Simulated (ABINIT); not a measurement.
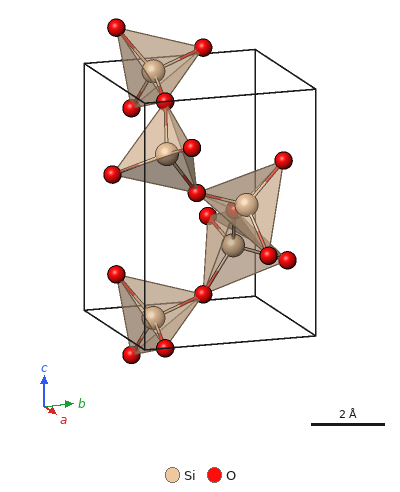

**Figure 1.** The structure (polyhedral view of the cell of the calculation, seen slightly off an axis; polyhedra are completed across the faces of the cell). An atom can appear more than once, as a periodic image.

**SiO2: single-point calculation (part 1 of 2)**

The run: single-point calculation of SiO2 (P4₁2₁2, 12 atoms in the cell). Method and program: Kohn-Sham DFT of a periodic cell, PBE, JTH PAW PBE v2.0, no spin polarisation (ABINIT 10.8.3).

The structure derives from an entry of the Crystallography Open Database.

**The input**
```
pp_dirpath "./"
pseudos "Si.GGA_PBE-JTH.xml, O.GGA_PBE-JTH.xml"

acell 4.982 4.982 6.963 Angstrom
rprim
     1.0000000000     0.0000000000     0.0000000000
     0.0000000000     1.0000000000     0.0000000000
     0.0000000000     0.0000000000     1.0000000000
ntypat 2
znucl 14 8
natom 12
typat 1 1 1 1 2 2 2 2 2 2 2 2
xred
     0.7989700000     0.2010300000     0.7500000000
     0.7010300000     0.7010300000     0.5000000000
     0.2010300000     0.7989700000     0.2500000000
     0.2989700000     0.2989700000     0.0000000000
     0.1034700000     0.2398900000     0.8218700000
     0.2601100000     0.6034700000     0.0718700000
     0.8965300000     0.7601100000     0.3218700000
     0.7398900000     0.3965300000     0.5718700000
     0.6034700000     0.2601100000     0.9281300000
     0.7601100000     0.8965300000     0.6781300000
     0.3965300000     0.7398900000     0.4281300000
     0.2398900000     0.1034700000     0.1781300000

ecut 23.0
pawecutdg 45.0
pawxcdev 0
pawovlp 30

kptopt 1
ngkpt 6 6 4
nshiftk 1
shiftk 0.0 0.0 0.0

ixc 11

nband 40
occopt 3
tsmear 0.00183747

nstep 100
tolvrs 1.0e-9

iomode 3
prtwf 0
prtden 0
prteig 0
prtebands 0
enunit 2
```

Machine: 1 thread of Arm Neoverse V1, 24 GiB of memory available, shared host.

Launch command:
```bash
abinit run.abi > log 2>&1
```

**The program's output**
```
.Version 10.8.3 of ABINIT
 Symmetries : space group P4_1 2_1 2 (# 92); Bravais tP (primitive tetrag.)
================================================================================
 Values of the parameters that define the memory need of the present run
     intxc =       0    ionmov =       0      iscf =      17    lmnmax =       8
     lnmax =       4     mgfft =      60  mpssoang =       2    mqgrid =    3974
     natom =      12  nloc_mem =       2    nspden =       1   nspinor =       1
    nsppol =       1      nsym =       8    n1xccc =       1    ntypat =       2
    occopt =       3   xclevel =       2
       mpw =        6172          nfft =      121500          nkpt =          30
 PAW method is used; the additional fine FFT grid is defined by:
   mgfftf=        80    nfftf =    288000
================================================================================
================================================================================

--------------------------------------------------------------------------------
------------- Echo of variables that govern the present computation ------------
--------------------------------------------------------------------------------
 -outvars: echo values of preprocessed input variables --------
            acell      9.4146155593E+00  9.4146155593E+00  1.3158163015E+01 Bohr
              amu      2.80855000E+01  1.59994000E+01
             ecut      2.30000000E+01 Hartree
           enunit           2
              ixc          11
         kptrlatt        6    0    0      0    6    0      0    0    4
          kptrlen      5.26326521E+01
            natom          12
            nband          40
            ngfft          45      45      60
          ngfftdg          60      60      80
             nkpt          30
            nstep         100
             nsym           8
           ntypat           2
           occopt           3
        pawecutdg      4.50000000E+01 Hartree
          pawovlp      3.0000000000E+01
         pawxcdev           0
           prtden           0
        prtebands           0
           prteig           0
            prtwf           0
          spgroup          92
           tolvrs      1.00000000E-09
           tsmear      1.83747000E-03 Hartree
            typat      1  1  1  1  2  2  2  2  2  2  2  2
           useylm           1
           xangst      3.9804685400E+00  1.0015314600E+00  5.2222500000E+00
                       3.4925314600E+00  3.4925314600E+00  3.4815000000E+00
                       1.0015314600E+00  3.9804685400E+00  1.7407500000E+00
                       1.4894685400E+00  1.4894685400E+00  0.0000000000E+00
                       5.1548754000E-01  1.1951319800E+00  5.7226808100E+00
                       1.2958680200E+00  3.0064875400E+00  5.0043081000E-01
                       4.4665124600E+00  3.7868680200E+00  2.2411808100E+00
                       3.6861319800E+00  1.9755124600E+00  3.9819308100E+00
                       3.0064875400E+00  1.2958680200E+00  6.4625691900E+00
                       3.7868680200E+00  4.4665124600E+00  4.7218191900E+00
                       1.9755124600E+00  3.6861319800E+00  2.9810691900E+00
                       1.1951319800E+00  5.1548754000E-01  1.2403191900E+00
            xcart      7.5219953934E+00  1.8926201659E+00  9.8686222610E+00
                       6.5999279455E+00  6.5999279455E+00  6.5790815073E+00
                       1.8926201659E+00  7.5219953934E+00  3.2895407537E+00
                       2.8146876138E+00  2.8146876138E+00  0.0000000000E+00
                       9.7413027192E-01  2.2584721265E+00  1.0814299437E+01
                       2.4488356531E+00  5.6814380516E+00  9.4567717587E-01
                       8.4404852874E+00  7.1561434328E+00  4.2352179295E+00
                       6.9657799062E+00  3.7331775077E+00  7.5247586832E+00
                       5.6814380516E+00  2.4488356531E+00  1.2212485839E+01
                       7.1561434328E+00  8.4404852874E+00  8.9229450852E+00
                       3.7331775077E+00  6.9657799062E+00  5.6334043315E+00
                       2.2584721265E+00  9.7413027192E-01  2.3438635778E+00
             xred      7.9897000000E-01  2.0103000000E-01  7.5000000000E-01
                       7.0103000000E-01  7.0103000000E-01  5.0000000000E-01
                       2.0103000000E-01  7.9897000000E-01  2.5000000000E-01
                       2.9897000000E-01  2.9897000000E-01  0.0000000000E+00
                       1.0347000000E-01  2.3989000000E-01  8.2187000000E-01
                       2.6011000000E-01  6.0347000000E-01  7.1870000000E-02
                       8.9653000000E-01  7.6011000000E-01  3.2187000000E-01
                       7.3989000000E-01  3.9653000000E-01  5.7187000000E-01
                       6.0347000000E-01  2.6011000000E-01  9.2813000000E-01
                       7.6011000000E-01  8.9653000000E-01  6.7813000000E-01
                       3.9653000000E-01  7.3989000000E-01  4.2813000000E-01
                       2.3989000000E-01  1.0347000000E-01  1.7813000000E-01
            znucl       14.00000    8.00000

================================================================================

 chkinp: Checking input parameters for consistency.

================================================================================
== DATASET  1 ==================================================================

--- !DatasetInfo
iteration_state: {dtset: 1, }
dimensions: {natom: 12, nkpt: 30, mband: 40, nsppol: 1, nspinor: 1, nspden: 1, mpw: 6172, }
cutoff_energies: {ecut:  23.0, pawecutdg:  45.0, }
electrons: {nelect:   6.40000000E+01, charge:   0.00000000E+00, occopt:   3.00000000E+00, tsmear:   1.83747000E-03, }
meta: {optdriver: 0, ionmov: 0, optcell: 0, iscf: 17, paral_kgb: 0, }
...

 Exchange-correlation functional for the present dataset will be:
  GGA: Perdew-Burke-Ernzerhof functional - ixc=11
  J.P.Perdew, K.Burke, M.Ernzerhof, PRL 77, 3865 (1996)

 Real(R)+Recip(G) space primitive vectors, cartesian coordinates (Bohr,Bohr^-1):
 R(1)=  9.4146156  0.0000000  0.0000000  G(1)=  0.1062178  0.0000000  0.0000000
 R(2)=  0.0000000  9.4146156  0.0000000  G(2)=  0.0000000  0.1062178  0.0000000
 R(3)=  0.0000000  0.0000000 13.1581630  G(3)=  0.0000000  0.0000000  0.0759985
 Unit cell volume ucvol=  1.1662736E+03 bohr^3
 Angles (23,13,12)=  9.00000000E+01  9.00000000E+01  9.00000000E+01 degrees

 Coarse grid specifications (used for wave-functions):

 getcut: wavevector=  0.0000  0.0000  0.0000  ngfft=  45  45  60
         ecut(hartree)=     23.000   => boxcut(ratio)=   2.11216

 Fine grid specifications (used for densities):

 getcut: wavevector=  0.0000  0.0000  0.0000  ngfft=  60  60  80
         ecut(hartree)=     45.000   => boxcut(ratio)=   2.01337

--- Pseudopotential description ------------------------------------------------
- pspini: atom type   1  psp file is ./Si.GGA_PBE-JTH.xml
 Pseudopotential format is: paw10
 basis_size (lnmax)=  4 (lmn_size=  8), orbitals=   0   0   1   1
 Spheres core radius: rc_sph= 1.90944987
 Shapefunction is BESSEL type: shapef(r,l)=aa(1,l)*jl(q(1,l)*r)+aa(2,l)*jl(q(2,l)*r)
 Radius for shape functions =  1.60149249
 Compensation charge density is not taken into account in XC energy/potential

- pspini: atom type   2  psp file is ./O.GGA_PBE-JTH.xml
 Pseudopotential format is: paw10
 basis_size (lnmax)=  4 (lmn_size=  8), orbitals=   0   0   1   1
 Spheres core radius: rc_sph= 1.41465230
 Shapefunction is SIN type: shapef(r)=[sin(pi*r/rshp)/(pi*r/rshp)]**2
 Radius for shape functions =  1.20231231
 Compensation charge density is not taken into account in XC energy/potential

   3.56251670E+03                                ecore*ucvol(ha*bohr**3)
--------------------------------------------------------------------------------

================================================================================

--- !BeginCycle
iteration_state: {dtset: 1, }
solver: {iscf: 17, nstep: 100, nline: 4, wfoptalg: 10, }
tolerances: {tolvrs: 1.00E-09, }
...

     iter   Etot(hartree)      deltaE(h)  residm     nres2
 ETOT  1  -146.13856013865    -1.461E+02 4.688E-02 1.620E+02
 ETOT  2  -145.82053139061     3.180E-01 1.097E-02 5.165E+01
 ETOT  3  -145.76193705441     5.859E-02 2.459E-03 3.445E+00
 ETOT  4  -145.76290991306    -9.729E-04 1.465E-03 6.968E-02
 ETOT  5  -145.76387772337    -9.678E-04 8.973E-04 1.393E-02
 ETOT  6  -145.76417526713    -2.975E-04 4.204E-04 2.105E-03
 ETOT  7  -145.76424592696    -7.066E-05 4.573E-04 2.876E-04
 ETOT  8  -145.76426098188    -1.505E-05 4.413E-04 1.197E-04
 ETOT  9  -145.76426343642    -2.455E-06 5.612E-04 3.321E-06
 ETOT 10  -145.76426430172    -8.653E-07 2.873E-04 2.455E-06
 ETOT 11  -145.76426458697    -2.852E-07 2.997E-04 2.135E-07
 ETOT 12  -145.76426468360    -9.664E-08 1.167E-04 8.077E-08
 ETOT 13  -145.76426471860    -3.500E-08 1.038E-04 9.420E-09
 ETOT 14  -145.76426473158    -1.298E-08 9.247E-05 3.803E-09
 ETOT 15  -145.76426473645    -4.877E-09 6.428E-05 4.498E-10

 At SCF step   15       nres2   =  4.50E-10 < tolvrs=  1.00E-09 =>converged.

 Cartesian components of stress tensor (hartree/bohr^3)
  sigma(1 1)= -1.47138017E-04  sigma(3 2)=  0.00000000E+00
  sigma(2 2)= -1.47138017E-04  sigma(3 1)=  0.00000000E+00
  sigma(3 3)= -1.65097143E-04  sigma(2 1)=  0.00000000E+00
```
